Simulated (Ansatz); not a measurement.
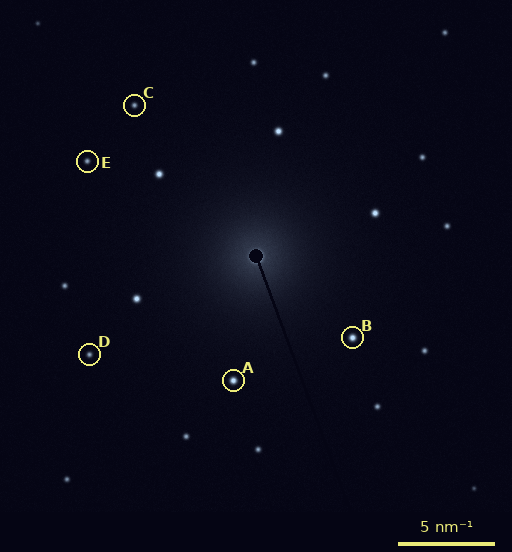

Simulated selected-area electron diffraction pattern (120 kV, kinematic approximation, thin crystal, B = 0.5 Å² for all atoms). The zone axis points towards the electron source and the pattern is seen from the source side.

The sample is B, space group Pm-3n (No. 223), a = 3.684 Å. Structure: the input geometry of an electronic-structure calculation (not necessarily at equilibrium); the starting structure was generated, so it need not be a known form of this composition.

| atom | site | symmetry | x | y | z |
| --- | --- | --- | --- | --- | --- |
| B | 2a | m-3. | 0.0000 | 0.0000 | 0.0000 |
| B | 6c | -4m.2 | 0.2500 | 0.0000 | 0.5000 |

Spot A is indexed -1 2 -1 and spot B -2 1 1.

**Give hkl for C, D, E.**

C = −(1/3)A − (4/3)B = 3 -2 -1 (d = 0.985 Å). D = (5/3)A − (4/3)B = 1 2 -3 (d = 0.985 Å). E = (1/3)A − (5/3)B = 3 -1 -2 (d = 0.985 Å).

**Find the zone axis.**

The cross product of A and B is parallel to [111]; every spot obeys hu + kv + lw = 0.

**What are the spacings of A and B and the angle between them?**

d(A) = 1.504 Å, d(B) = 1.504 Å, and the angle is 60.0°.
